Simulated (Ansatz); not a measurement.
## Quasiparticle gap of BaTiO3 (P4mm)

Aim: the quasiparticle gap of BaTiO3 (P4mm), starting from r2SCAN.

Main program and level: Ansatz 0.2.0; r2SCAN, then G0W0 on it, plane waves, PAW.

The database entry behind the starting cell differs from later determinations by our own check (c/a about 0.6 % short), so it need not match the best structure at ambient conditions.

## 1. Starting point

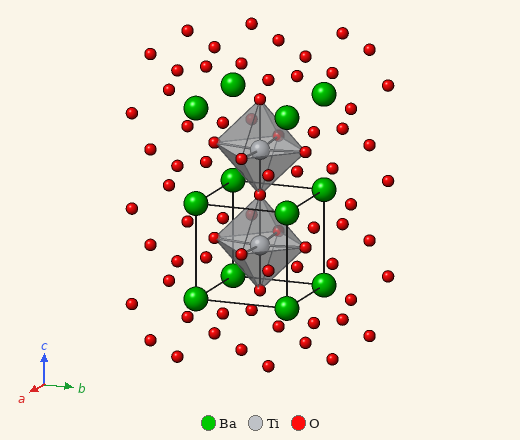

Start, viewed slightly off an axis; barium green, titanium light grey, oxygen red. 1×1×2 cells are drawn. Some periodic images of atoms are drawn too.

The cell and positions come from the Crystallography Open Database and are kept as given unless a step says otherwise. Spin-orbit coupling is left out unless a step names it. The default PAW set here is soft_2. Its files were made with PBE.

## 2. Bands along the symmetry lines

Levels along a band path and on the mesh show where this functional puts the band edges.

This step: DFT, r2SCAN, plane waves, PAW.

Input file input.yaml:

```yaml
crystal:
  lattice:
    - [3.9998, 0.0, 0.0]
    - [0.0, 3.9998, 0.0]
    - [0.0, 0.0, 4.018]
  atoms:
    - { symbol: Ba, position: [0.0, 0.0, 0.0] }
    - { symbol: Ti, position: [0.5, 0.5, 0.49] }
    - { symbol: O, position: [0.5, 0.5, 0.019] }
    - { symbol: O, position: [0.5, 0.0, 0.517] }
    - { symbol: O, position: [0.0, 0.5, 0.517] }
kpoints:
  mp_grid: { grid: [6, 6, 6] }
  band_path:
    path:
      - [[0.0, 0.0, 0.0], [0.0, 0.5, 0.0], [0.5, 0.5, 0.0], [0.0, 0.0, 0.0], [0.0, 0.0, 0.5], [0.0, 0.5, 0.5], [0.5, 0.5, 0.5], [0.0, 0.0, 0.5]]
      - [[0.0, 0.5, 0.0], [0.0, 0.5, 0.5]]
      - [[0.5, 0.5, 0.0], [0.5, 0.5, 0.5]]
    npoints: 10
hamiltonian:
  xc: r2scan
scf:
  occupations: { method: fermi_dirac, width: 0.02 }
  n_extra_bands: 5
output:
  eigenvalues: true
  write_density: true
  write_potential: true
  elf: true
  volumetric_format: npy
```

Launch:

```
$ ansatz run input.yaml --threads 2 --pin off --max-ram 92160MiB --backend cuda --events-out ev --progress --plain --runs-dir out --devices 1 --max-vram 13GiB  # rebuilt from the run's record
```

Numbers of over 12 decimals in the logs are rounded to 6 here.

The program printed:

```text
scf.n_extra_bands = 5 over 20 filled bands (N_el = 40.0): the run solves 25 bands
GPUs: using 1 of 1 available (devices: 1).
Engine: ansatz 0.2.0, x86_64-unknown-linux-gnu
Pseudopotentials: kind: paw
Pseudopotential: Ba, paw, valence charge 10, recommended cutoff 500 eV (meta_gga), Ba.paw.azcp
Pseudopotential: Ti, paw, valence charge 12, recommended cutoff 500 eV (meta_gga), Ti.paw.azcp
Pseudopotential: O, paw, valence charge 6, recommended cutoff 500 eV (meta_gga), O.paw.azcp
Functional definition: r2SCAN
  parameter k0 = 0.174
  parameter k1 = 0.065
  parameter a1 = 4.9479
  exchange = r2scan_x(k0 = k0, k1 = k1, a1 = a1)
  correlation = r2scan_c
device memory: the entry about to start is reckoned to put 2.4 GiB on a device that reports 59.4 GiB free (of which the cap on the GPU budget leaves the run 13.0 GiB)
GPU FFT provider: cuFFT
GPU libraries: cuBLAS 13.8.2, cuFFT 12.4.0, cuSOLVER 12.3.4
Crystal: 5 atoms, lattice volume = 64.282 Å³
Basis set: ecut = 500 eV, 1647 PW (Γ), exchange–correlation on 120×120×120 points (64 copies of the dense FFT grid, shifted against one another)
Bands: 25, of which v1, the nominal top of the filled ones, is band 20 counted from 1 (19 counted from 0)
Symmetry: 8 space group operations
Space group: P4mm (ITA 99), of the structure as read, at distance tolerance 4.0e-5 Å
k-points: 40 of 216 (time reversal used)
Non-local potential: Ba, projectors of the file, l = 0: 3, l = 1: 2, l = 2: 2, l = 3: 2
Non-local potential: Ti, projectors of the file, l = 0: 3, l = 1: 2, l = 2: 3, l = 3: 1
Non-local potential: O, projectors of the file, l = 0: 2, l = 1: 2, l = 2: 1
PAW form: soft (Blöchl's): semilocal exchange-correlation on the pseudo side does not see the compensation charge
PAW frozen core: Ba, regenerated for the run's functional (the file was generated under x = pbe(κ = 0.804, μ = 0.219515), c = pbe(β = 0.066725))
PAW frozen core: Ti, regenerated for the run's functional (the file was generated under x = pbe(κ = 0.804, μ = 0.219515), c = pbe(β = 0.066725))
PAW frozen core: O, regenerated for the run's functional (the file was generated under x = pbe(κ = 0.804, μ = 0.219515), c = pbe(β = 0.066725))
PAW one-centre angular grid: Ba, 302 points (default); XC on 160 Gauss nodes
PAW one-centre angular grid: Ti, 590 points (default); XC on 160 Gauss nodes
PAW one-centre angular grid: O, 302 points (default); XC on 160 Gauss nodes
Initial density: superposition of atomic densities (neutral atoms: chi_scale 0, normalization atom), corrected by the library's trained network
Initial wavefunctions: pseudopotential atomic-orbital guess
GPU buffer pool allocated for 27000 grid points (all kernels)
GPU transforms: local potential and band sums: pruned to the plane-wave sphere, on 30×30×30
Functional: x = r2scan, c = r2scan; τ floored in thin density (d = 2e-4 eV/Å³)
SCF iter   1: F=—  HF=-10183.709922 eV  |F-HF|=—  |Δ(HF+E_count)|=         —  Δρ=2.16e-2  dr2=3.77e-1  dr2_τ=2.40e-1  ethr=1.77e-3  ⟨swp⟩=6.3  Hψ=5135  notcnv=0
preconditioner: auto → Resta (q_TF=auto, 2.521 Å⁻¹)  ε∞=5.1  [insulator: Δε(μ)=2.699 eV  Ē_g=12.962 eV  σ=0.020 eV  W_gap=1.00  n_scr=18 (ndim 8)  ℏωp=26.2 eV  f_vac=0.000  D(μ)=0.00/eV (n_scr^D=0)  ε∞_Penn≈5.1]
SCF iter   2: F=—  HF=-10183.813910 eV  |F-HF|=—  |Δ(HF+E_count)|=   1.04e-1  Δρ=1.12e-2  dr2=4.97e-2  dr2_τ=2.05e-2  ethr=9.43e-4  ⟨swp⟩=3.4  Hψ=2183  notcnv=0  defer=40
SCF iter   3: F=—  HF=-10183.807377 eV  |F-HF|=—  |Δ(HF+E_count)|=   6.53e-3  Δρ=3.65e-3  dr2=5.71e-3  dr2_τ=4.24e-4  ethr=1.24e-4  ⟨swp⟩=2.1  Hψ=1488  notcnv=0  defer=40
SCF iter   4: F=—  HF=-10183.806668 eV  |F-HF|=—  |Δ(HF+E_count)|=   7.09e-4  Δρ=1.49e-3  dr2=1.02e-3  dr2_τ=1.62e-4  ethr=1.43e-5  ⟨swp⟩=2.0  Hψ=1753  notcnv=0  defer=40
SCF iter   5: F=—  HF=-10183.806463 eV  |F-HF|=—  |Δ(HF+E_count)|=   2.06e-4  Δρ=3.33e-4  dr2=5.55e-5  dr2_τ=4.92e-6  ethr=2.56e-6  ⟨swp⟩=2.3  Hψ=1339  notcnv=0  defer=40
SCF iter   6: F=—  HF=-10183.806471 eV  |F-HF|=—  |Δ(HF+E_count)|=   8.64e-6  Δρ=1.67e-4  dr2=1.58e-5  dr2_τ=2.14e-6  ethr=1.39e-7  ⟨swp⟩=2.0  Hψ=1553  notcnv=0  defer=40
SCF iter   7: F=—  HF=-10183.806469 eV  |F-HF|=—  |Δ(HF+E_count)|=   2.28e-6  Δρ=5.39e-5  dr2=2.10e-6  dr2_τ=1.06e-7  ethr=3.95e-8  ⟨swp⟩=2.0  Hψ=1448  notcnv=0  defer=40
SCF iter   8: F=—  HF=-10183.806469 eV  |F-HF|=—  |Δ(HF+E_count)|=   1.02e-7  Δρ=1.71e-5  dr2=2.15e-7  dr2_τ=1.38e-8  ethr=5.25e-9  ⟨swp⟩=2.1  Hψ=1434  notcnv=0  defer=40
SCF iter   9: F=-10183.806469 eV  HF=-10183.806469 eV  |F-HF|=1.15e-8  |Δ(HF+E_count)|=   2.81e-8  Δρ=4.41e-6  dr2=1.37e-8  dr2_τ=2.62e-10  ethr=2.50e-10  ⟨swp⟩=6.7  Hψ=3157  notcnv=0
SCF 1 converged in 9 iterations: F = -10183.806469 eV  dr2 = 1.37e-8
  greatest PAW one-centre occupation: 0.999 electrons in one spin orbital (limit 2), on the Ti atom at site 1 (counted from 0), in its partial waves of l = 0
device memory: the entry about to start is reckoned to put 2.0 GiB on a device that reports 59.4 GiB free (of which the cap on the GPU budget leaves the run 13.0 GiB)
NSCF: frozen V_eff on 93 k-points, pencils in batches of 32, up to order 112
SCF converged after 9 iterations
Free energy (F): -10183.806469 eV
Harris-Foulkes:  -10183.806469 eV  (|F-HF|=1.15e-8)
Internal energy: -10183.806469 eV  (E = F + TS)
E sigma→0 (E₀):  -10183.806469 eV
Fermi energy:    11.090424 eV
--- Per-component energies (eV) ---
  E_band       = -175.262025
  E_kinetic    = 973.521003
  E_local      = -2099.784712  (includes V_loc(G=0)·N_el)
  E_nonlocal   = 199.427217
  E_hartree    = 819.889486
  E_xc         = -475.316484
  E_vxc        = -604.225214  (∫ρ·V_xc dr)
  E_paw        = -6784.889241  (= ΣΔE_a)
  E_vpaw       = -320.737798  (= ΣTr[D̂ρ^β])
  E_aug_tail   = 0.003065  (compensation charges beyond the density's cutoff)
  E_vtau       = 36.755430  (kinetic-family band-sum trace: ∫τ·v_τ [+ j·A + Jᵃ·Aᵃ] dr)
  E_ewald      = -2816.377938
  E_core_change = -0.278864  (= ΣΔE_core)
  E_smearing   = -0.000000  (= −TS)
  E_closure    = 0.000000  (closes the sum)
  Σ components = -10183.806469   (vs F -10183.806469, Δ=0.00e0)
--- Band table (eV; the first three rows and the last of 40) ---
  k-point 0: bands = [... 16 lower, 8.8055, 9.7105, 9.7360, 9.7360, 12.1780, 12.3806, 12.3806, 14.3031, ... 1 higher]
  k-point 1: bands = [... 16 lower, 8.6047, 9.1668, 9.6136, 9.6136, 12.2072, 12.8059, 12.8059, 14.3025, ... 1 higher]
  k-point 2: bands = [... 16 lower, 8.2498, 8.4047, 9.3972, 9.3972, 12.2672, 13.5573, 13.5573, 14.3029, ... 1 higher]
  k-point 39: bands = [... 16 lower, 7.6147, 9.9047, 9.9047, 9.9921, 14.5352, 14.5352, 14.5388, 17.2631, ... 1 higher]
```

The job ended after 4.9 s (1 × NVIDIA H100 80GB HBM3 (shared by 6 runs) with 2 threads of AMD EPYC 7R13 (Zen 3), shared host; peak memory 1 GiB; 5.7 s of CPU time).

The column dr2 measures how far the density is from self-consistency, as an energy; F and HF (Harris–Foulkes) agree once it is small.

This step gave:

```
filled bands         : 20
gap                  : 2.186 eV
valence top at       : A
conduction bottom at : Γ
least direct gap     : 2.442 eV
```

Over mesh and path the gap is 2.186 eV, from k = (0.500, 0.500, 0.500) to k = Γ. The least direct gap found is 2.442 eV, at k = Γ.

The electronic bands at the labelled points (eV, zero at the top of the highest nominally filled band):

```
    point  band 17  band 18  band 19  band 20  band 21  band 22  band 23  band 24
        Γ    -1.19    -0.28    -0.26    -0.26     2.19     2.39     2.39     4.31
        X    -1.81    -1.70    -0.93    -0.84     2.49     3.85     3.89     4.37
        M    -1.79    -0.96    -0.96    -0.05     3.91     3.91     4.33     5.09
        Γ    -1.19    -0.28    -0.26    -0.26     2.19     2.39     2.39     4.31
        Z    -1.90    -1.89    -0.69    -0.69     2.31     3.92     3.92     4.31
        R    -1.74    -0.89    -0.87    -0.13     3.89     3.94     4.32     5.21
        A    -2.38    -0.09    -0.09     0.00     4.54     4.54     4.55     7.27
        Z    -1.90    -1.89    -0.69    -0.69     2.31     3.92     3.92     4.31
jump to X    -1.81    -1.70    -0.93    -0.84     2.49     3.85     3.89     4.37
        R    -1.74    -0.89    -0.87    -0.13     3.89     3.94     4.32     5.21
jump to M    -1.79    -0.96    -0.96    -0.05     3.91     3.91     4.33     5.09
        A    -2.38    -0.09    -0.09     0.00     4.54     4.54     4.55     7.27
```

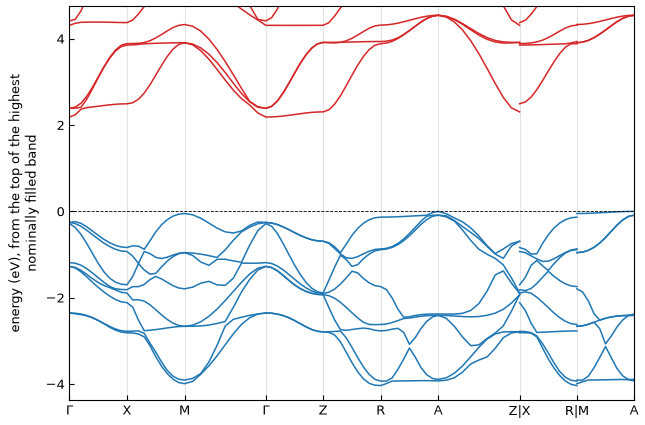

Electronic bands along the path; lines of filled and empty bands in two colours.

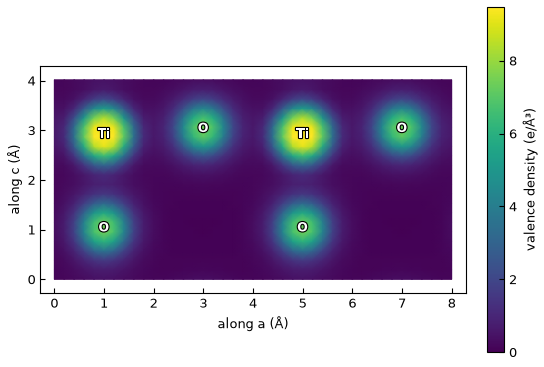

Valence density in the ac plane at fractional y = 0.500, with atoms of Ti and O within 0.2 Å of it. It is the smooth field of the valence electrons, not physical close to the nuclei. The map starts off the cell's origin, so that atoms lie inside it.

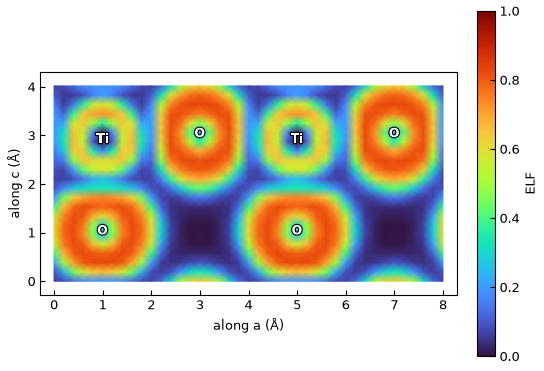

ELF in the ac plane at fractional y = 0.500, with atoms of Ti and O within 0.2 Å of it. It is the smooth field of the valence electrons, not physical close to the nuclei. The map starts off the cell's origin, so that atoms lie inside it.

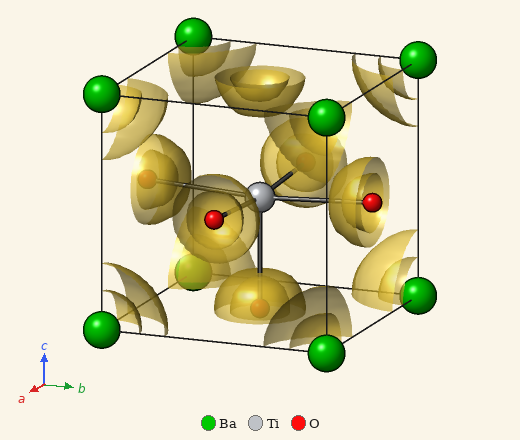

Surface of ELF = 0.8.

(Part 1 of 2 ends here.)

[Paths, hosts, dates, memory and timing lines, banners, echoed tables and standing remarks are left out of the program output.]

[Logs are printed without paths, hosts, clocks, repeated set-up lines and the standing remarks that a program may print on its own settings, such as how far it seeks lower states.]

[Runs of the session that timed out or met a known fault of the program may be left out.]

[Cells called generated may have been cut or substituted from an entry of the Crystallography Open Database or the Materials Project.]

[Hosts, paths, dates, database ids (printed as entryN), source tags and the programs' standing remarks are cut or masked in the printed files.]

[Where an RPA ε∞ is given, it is that of the G0W0 mesh and is not shown converged in it. Names of k-points follow the symmetry that the program found, which can be lower than the space group named. Band edges on a path are those of the sampled points; other points can move an edge, and change direct to indirect where valleys lie close.]

[Hybrid gaps are those of their k-mesh and are not shown converged in it.]
